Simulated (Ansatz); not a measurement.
# Geometry relaxation, with input and output: Al$_{15}$As$_{16}$ (part 1 of 3)

- system: Al$_{15}$As$_{16}$ (defect cell, 31 atoms in the cell)
- method: DFT PBE, scalar-relativistic, plane waves, PAW, spin-polarised (Ansatz 0.2.0)

The structure derives from a Materials Project entry. It belongs to a series of runs on one base structure; here: Al vacancy (site a), charge +0, atoms relaxed at the host's cell.

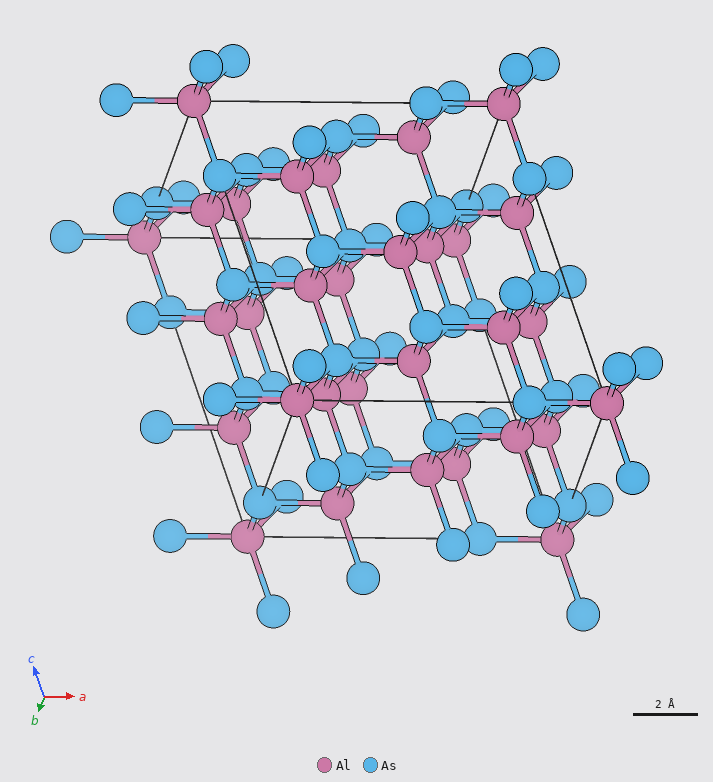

*The structure as given in the input (ball-and-stick view of the cell of the calculation, seen at an oblique angle; bonded neighbours outside the cell are drawn too).*

Near neighbours in the crystal (not all of them lie inside the picture): Al has 4 As at 2.48 Å; As has 3 Al at 2.48 Å; As has 4 Al at 2.48 Å.

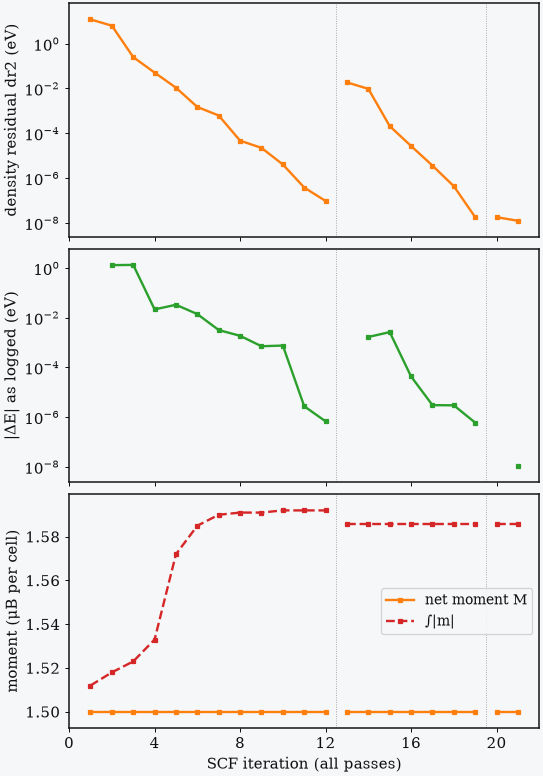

*Convergence of the self-consistent field: density residual dr2, size of the energy change and magnetic moment against the SCF iteration. The dotted lines part the SCF passes of the relaxation: geometry steps, rejected trials and re-solves on a re-selected basis.*

The passes take 12, 7 and 2 iterations. The net moment stays at 1.5 μB per cell.

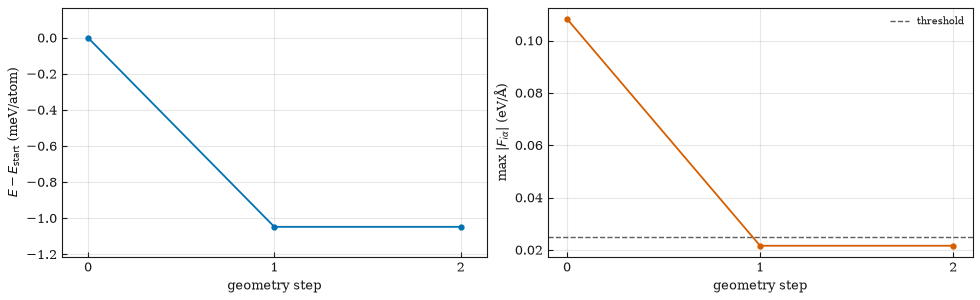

*Progress of the relaxation, step by step (the first geometry is step 0 here and step 1 in the log).*

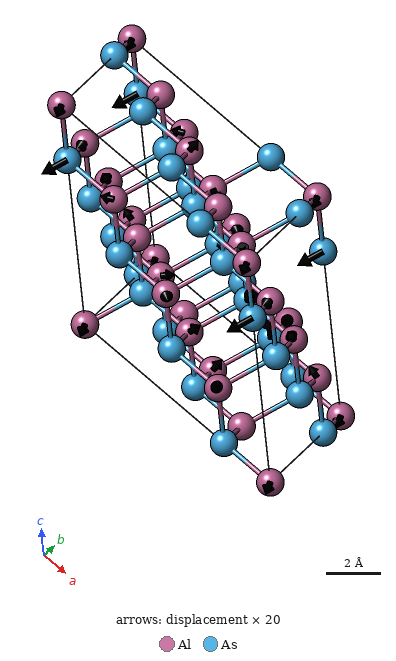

*The starting structure with the displacements as black arrows, magnified 20 times (ball-and-stick view of the cell of the calculation, seen slightly off an axis).*

The largest moves, 0.057 Å, are those of As16, As29, As30 and As31. Largest moves by element: As 0.057 Å, Al 0.028 Å. The cell doesn't change. Distances before and after: Al10–As17 2.480 → 2.497 Å, Al11–As17 2.480 → 2.488 Å, Al10–As30 2.480 → 2.474 Å. Over 2 geometry steps the energy falls by 1.0 meV per atom. Largest force component: 0.11 eV/Å at the start, 0.022 eV/Å at the end. (Atoms are counted from 1 in the order of the input.)

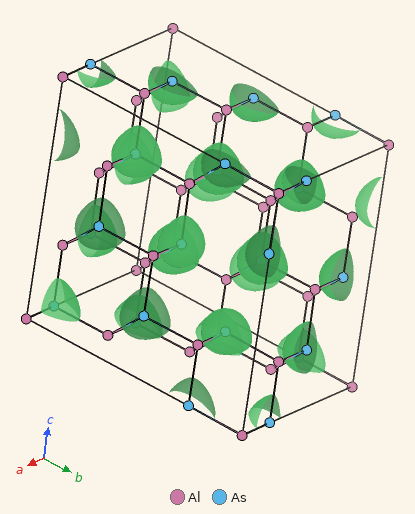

*Isosurface of the valence electron density at 0.5 e/Å³ (green), seen slightly off an axis. Sticks mark near contacts. The outline is the calculation cell.*

At this value the density breaks into separate islands; it holds about 70 % of the electrons treated as valence. It is pinched off along the Al–As (2.47 Å) contacts. On the grid the lowest density along these lines, outside the cores, is 0.34 e/Å³ (Al–As, 2.47 Å). The fields are those of the smooth PAW valence density.

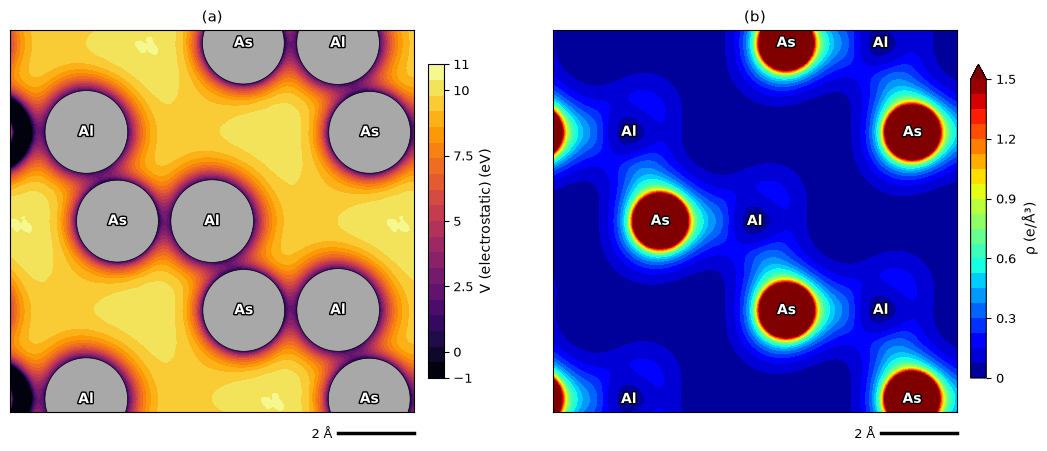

*(a) electrostatic potential (local pseudopotential plus Hartree) felt by an electron; (b) valence charge density (pseudo) on the (100) plane of the calculation cell. Grey discs, where drawn, cover atomic cores.*

The plane passes through Al and As nuclei. Al–As (2.49 Å): the density is about 0.46 e/Å³ at the midpoint. Away from the nuclei the density in this plane falls to 0.02 e/Å³ at its lowest. Outside the cores the potential energy rises away from the atoms and is highest about 2.4 Å from the nearest atoms; outside the discs it spans about 11 eV, and its zero is arbitrary.

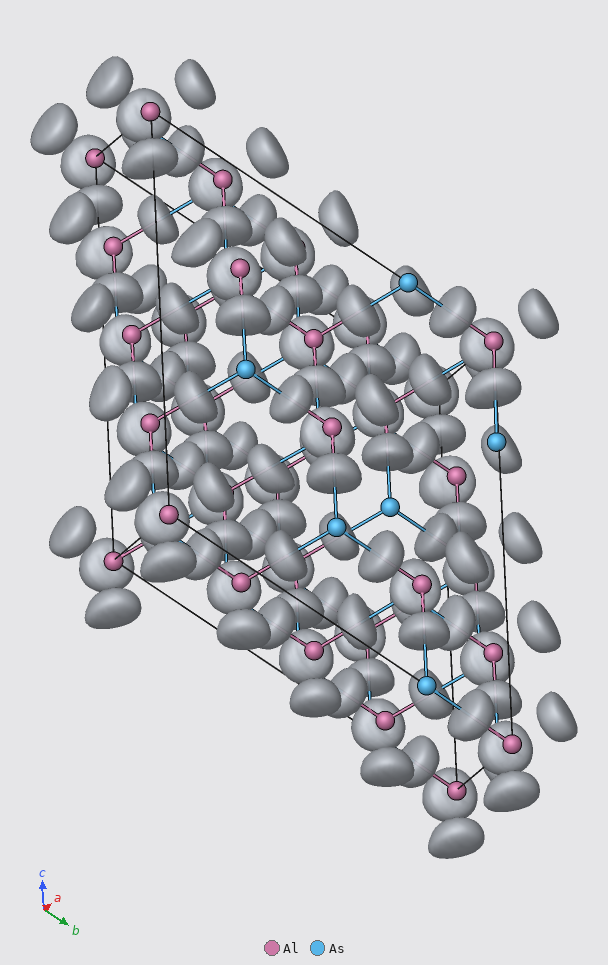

*Isosurface of the electron localisation function at 0.8 (grey), seen at an oblique angle. Core shells and regions of very low density are left out. Sticks mark near contacts. The outline is the calculation cell.*

Profiles from the grid: Al–As (2.47 Å): the ELF peaks at about 0.90 between the atoms (a shared electron pair).

These pictures come from the run below.

**Input file**
```yaml
crystal:
  lattice:
    - [-5.7279123196, 5.7279123196, -5.7279123196]
    - [-5.7279123196, -5.7279123196, 5.7279123196]
    - [5.7279123196, 5.7279123196, 5.7279123196]
  atoms:
    - { symbol: Al, position: [0.5, 0.0, 0.5] }
    - { symbol: Al, position: [0.5, 0.75, 0.75] }
    - { symbol: Al, position: [0.25, 0.25, 0.5] }
    - { symbol: Al, position: [0.25, 0.0, 0.75] }
    - { symbol: Al, position: [0.25, 0.75, 0.0] }
    - { symbol: Al, position: [0.0, 0.5, 0.5] }
    - { symbol: Al, position: [0.0, 0.25, 0.75] }
    - { symbol: Al, position: [0.0, 0.0, 0.0] }
    - { symbol: Al, position: [0.0, 0.75, 0.25] }
    - { symbol: Al, position: [0.75, 0.5, 0.75] }
    - { symbol: Al, position: [0.75, 0.25, 0.0] }
    - { symbol: Al, position: [0.75, 0.0, 0.25] }
    - { symbol: Al, position: [0.5, 0.5, 0.0] }
    - { symbol: Al, position: [0.5, 0.25, 0.25] }
    - { symbol: Al, position: [0.25, 0.5, 0.25] }
    - { symbol: As, position: [0.0, 0.0, 0.75], spin: 0.25 }
    - { symbol: As, position: [0.75, 0.25, 0.75] }
    - { symbol: As, position: [0.75, 0.0, 0.0] }
    - { symbol: As, position: [0.5, 0.5, 0.75] }
    - { symbol: As, position: [0.5, 0.25, 0.0] }
    - { symbol: As, position: [0.5, 0.0, 0.25] }
    - { symbol: As, position: [0.25, 0.75, 0.75] }
    - { symbol: As, position: [0.25, 0.5, 0.0] }
    - { symbol: As, position: [0.25, 0.25, 0.25] }
    - { symbol: As, position: [0.25, 0.0, 0.5] }
    - { symbol: As, position: [0.0, 0.75, 0.0] }
    - { symbol: As, position: [0.0, 0.5, 0.25] }
    - { symbol: As, position: [0.0, 0.25, 0.5] }
    - { symbol: As, position: [0.75, 0.75, 0.25], spin: 0.25 }
    - { symbol: As, position: [0.75, 0.5, 0.5], spin: 0.25 }
    - { symbol: As, position: [0.5, 0.75, 0.5], spin: 0.25 }
  host:
    lattice:
      - [0.0, 2.8639561598, 2.8639561598]
      - [2.8639561598, 0.0, 2.8639561598]
      - [2.8639561598, 2.8639561598, 0.0]
    atoms:
      - { symbol: Al, position: [0.0, 0.0, 0.0] }
      - { symbol: As, position: [0.75, 0.75, 0.75] }
basis:
  ecutwfc: 420
  xc_grid: 2
kpoints:
  mp_grid: { grid: [2, 2, 2], shift: [0.5, 0.5, 0.5] }
hamiltonian:
  xc: pbe
scf:
  occupations: { method: gaussian, width: 0.01 }
output:
  forces: true
  stress: false
  eigenvalues: true
  populations: true
  charged_corrections:
    defect_position: [0.75, 0.75, 0.5]
    epsilon: [[11.5641, 0.0, 0.0], [0.0, 11.5641, 0.0], [0.0, 0.0, 11.5641]]
  write_density: true
  write_potential: true
  elf: true
  volumetric_format: npy
magnetization:
  spin_polarized: true
relax:
  adjacent_minimum: "off"
  f_tol: 0.025
  max_steps: 45
```

Launch command:
```bash
ansatz run input.yaml --threads 4 --pin off --max-ram 6144MiB --backend cpu --events-out ev --progress --plain --runs-dir out
```

**What the program printed**
```
Engine: ansatz 0.2.0, aarch64-unknown-linux-gnu
Pseudopotentials: kind: paw
Pseudopotential: Al, paw, valence charge 3, recommended cutoff 420 eV (normal), Al.paw.azcp
Pseudopotential: As, paw, valence charge 15, recommended cutoff 420 eV (normal), As.paw.azcp
Functional definition: PBE
  parameter kappa = 0.804
  parameter beta = 0.06672455060314922
  exchange = pbe_x(kappa = kappa, mu = beta*pi^2/3)
  correlation = pbe_c(beta = beta)
Crystal: 31 atoms, lattice volume = 751.708 Å³
Basis set: ecut = 420 eV, 14771 PW (Γ), exchange–correlation on 144×144×144 points (8 copies of the dense FFT grid, shifted against one another)
Bands: 174, of which v1, the nominal top of the filled ones, is band 143 counted from 1 (142 counted from 0)
Symmetry: 24 space group operations
Space group: I-43m (ITA 217), of the structure as read, at distance tolerance 9.1e-5 Å
Magnetic group: BNS 217.78 (UNI 1580), of the structure as read, at distance tolerance 9.1e-5 Å
k-points: 2 of 8 (time reversal used)
Non-local potential: Al, projectors of the file, l = 0: 2, l = 1: 2, l = 2: 1
Non-local potential: As, projectors of the file, l = 0: 2, l = 1: 2, l = 2: 3, l = 3: 1
PAW form: soft (Blöchl's): semilocal exchange-correlation on the pseudo side does not see the compensation charge
PAW one-centre angular grid: Al, 110 points (default); XC on 64 Gauss nodes
PAW one-centre angular grid: As, 590 points (default); XC on 64 Gauss nodes
Initial density: superposition of atomic densities (chi_scale 0.1, normalization cell)
Starting moments: Σ|m| = 1 μB on 4 of 31 sites
Initial wavefunctions: pseudopotential atomic-orbital guess
Functional: x = pbe(κ = 0.804, μ = 0.2195149727645171), c = pbe(β = 0.06672455060314922)
SCF iter   1: F=—  HF=-85774.684473 eV  |F-HF|=—  |Δ(HF+E_count)|=         —  Δρ=1.90e-2 (↑1.90e-2 ↓1.86e-2)  dr2=1.21e1  dr2_m=3.25e-1  M=1.500 μB ∫|m|=1.512 μB  β_m=0.30  ethr=3.10e-3  ⟨swp⟩=6.0  Hψ=2634  notcnv=0  defer=8
preconditioner: auto → Resta (q_TF=auto, 2.321 Å⁻¹)  ε∞=4.3  [insulator: Δε(μ)=0.053 eV  Ē_g=8.372 eV  σ=0.010 eV  W_gap=1.00  n_scr=140 (ndim 8)  ℏωp=15.1 eV  f_vac=0.000  D(μ)=0.15/eV (n_scr^D=0)  ε∞_Penn≈4.3]
spin=Collinear: Resta preconditioning applied to the charge; magnetization (m = ρ↑ − ρ↓) channel mixes plain (no charge-response kernel on spin).
SCF iter   2: F=—  HF=-85773.387773 eV  |F-HF|=—  |Δ(HF+E_count)|=    1.30e0  Δρ=1.41e-2 (↑1.41e-2 ↓1.37e-2)  dr2=6.34e0  dr2_m=1.63e-1  M=1.500 μB ∫|m|=1.518 μB  β_m=0.30  ethr=3.10e-3  ⟨swp⟩=1.2  Hψ=805  notcnv=0  defer=60
SCF iter   3: F=—  HF=-85772.056483 eV  |F-HF|=—  |Δ(HF+E_count)|=    1.33e0  Δρ=4.58e-3 (↑4.56e-3 ↓4.58e-3)  dr2=2.51e-1  dr2_m=8.05e-2  M=1.500 μB ∫|m|=1.523 μB  β_m=0.30  ethr=2.23e-3  ⟨swp⟩=2.5  Hψ=912  notcnv=0  defer=74
SCF iter   4: F=—  HF=-85772.077959 eV  |F-HF|=—  |Δ(HF+E_count)|=   2.15e-2  Δρ=2.87e-3 (↑2.72e-3 ↓2.87e-3)  dr2=5.11e-2  dr2_m=4.08e-2  M=1.500 μB ∫|m|=1.533 μB  β_m=1.00  ethr=8.81e-5  ⟨swp⟩=2.0  Hψ=1239  notcnv=0  defer=85
SCF iter   5: F=—  HF=-85772.110963 eV  |F-HF|=—  |Δ(HF+E_count)|=   3.30e-2  Δρ=6.04e-4 (↑6.04e-4 ↓5.97e-4)  dr2=1.08e-2  dr2_m=3.45e-4  M=1.500 μB ∫|m|=1.572 μB  β_m=1.00  ethr=1.79e-5  ⟨swp⟩=2.8  Hψ=971  notcnv=0  defer=85
SCF iter   6: F=—  HF=-85772.124912 eV  |F-HF|=—  |Δ(HF+E_count)|=   1.39e-2  Δρ=2.68e-4 (↑2.68e-4 ↓2.56e-4)  dr2=1.49e-3  dr2_m=2.39e-5  M=1.500 μB ∫|m|=1.585 μB  β_m=1.00  ethr=3.78e-6  ⟨swp⟩=2.2  Hψ=1266  notcnv=0  defer=89
SCF iter   7: F=—  HF=-85772.128086 eV  |F-HF|=—  |Δ(HF+E_count)|=   3.17e-3  Δρ=1.60e-4 (↑1.60e-4 ↓1.55e-4)  dr2=6.20e-4  dr2_m=3.39e-6  M=1.500 μB ∫|m|=1.590 μB  β_m=1.00  ethr=5.22e-7  ⟨swp⟩=2.0  Hψ=1234  notcnv=0  defer=89
SCF iter   8: F=—  HF=-85772.129949 eV  |F-HF|=—  |Δ(HF+E_count)|=   1.86e-3  Δρ=4.47e-5 (↑4.47e-5 ↓4.06e-5)  dr2=4.67e-5  dr2_m=4.94e-7  M=1.500 μB ∫|m|=1.591 μB  β_m=0.30  ethr=2.17e-7  ⟨swp⟩=2.0  Hψ=1180  notcnv=0  defer=89
Mixer restart at iter 8: flushing history
spin-set hold released at iteration 8 (site moments contracting): the magnetisation degrees of freedom join the quasi-Newton model from the next iteration; the mixer history was flushed
SCF iter   9: F=—  HF=-85772.130655 eV  |F-HF|=—  |Δ(HF+E_count)|=   7.06e-4  Δρ=3.23e-5 (↑3.23e-5 ↓2.78e-5)  dr2=2.23e-5  dr2_m=6.35e-7  M=1.500 μB ∫|m|=1.591 μB  β_m=0.65  ethr=1.64e-8  ⟨swp⟩=2.0  Hψ=1141  notcnv=0  defer=89
SCF iter  10: F=—  HF=-85772.131407 eV  |F-HF|=—  |Δ(HF+E_count)|=   7.53e-4  Δρ=1.05e-5 (↑8.95e-6 ↓1.05e-5)  dr2=4.05e-6  dr2_m=2.11e-7  M=1.500 μB ∫|m|=1.592 μB  β_m=0.58  ethr=7.83e-9  ⟨swp⟩=3.0  Hψ=1203  notcnv=0  defer=89
SCF iter  11: F=—  HF=-85772.131405 eV  |F-HF|=—  |Δ(HF+E_count)|=   2.72e-6  Δρ=4.74e-6 (↑4.74e-6 ↓4.43e-6)  dr2=3.79e-7  dr2_m=8.37e-8  M=1.500 μB ∫|m|=1.592 μB  β_m=0.77  ethr=1.42e-9  ⟨swp⟩=16.2  Hψ=6029  notcnv=0
SCF iter  12: F=-85772.131405 eV  HF=-85772.131405 eV  |F-HF|=1.68e-7  |Δ(HF+E_count)|=   6.69e-7  Δρ=1.67e-6 (↑1.54e-6 ↓1.67e-6)  dr2=9.48e-8  dr2_m=5.68e-9  M=1.500 μB ∫|m|=1.592 μB  ethr=1.33e-10  ⟨swp⟩=7.0  Hψ=3400  notcnv=0
SCF 1 converged in 12 iterations: F = -85772.131405 eV  dr2 = 9.48e-8
  greatest PAW one-centre occupation: 0.999 electrons in one spin orbital (limit 2), on the As atom at site 28 (counted from 0), in its partial waves of l = 2
relax step   1: F+E_penalty+E_count = -85772.13140547 eV  Δ(F+E_penalty+E_count) = +0.000e0 eV  max|allowed force component| = 1.083e-1 eV/Å  Δτ_max = 0.0000 Å  (12 SCF iters, dr2 threshold 1.56e-5 eV, accepted)
Initial density: handed on by an earlier stage of this run
Starting moments: Σ|m| = 1 μB on 4 of 31 sites; this step starts from the density that it was given
Initial wavefunctions: those handed on with the density
iter 1 solved again at ethr=6.30e-6 eV; its pass at ethr=3.10e-3 eV (dr2=1.79e-2 eV) is discarded
```
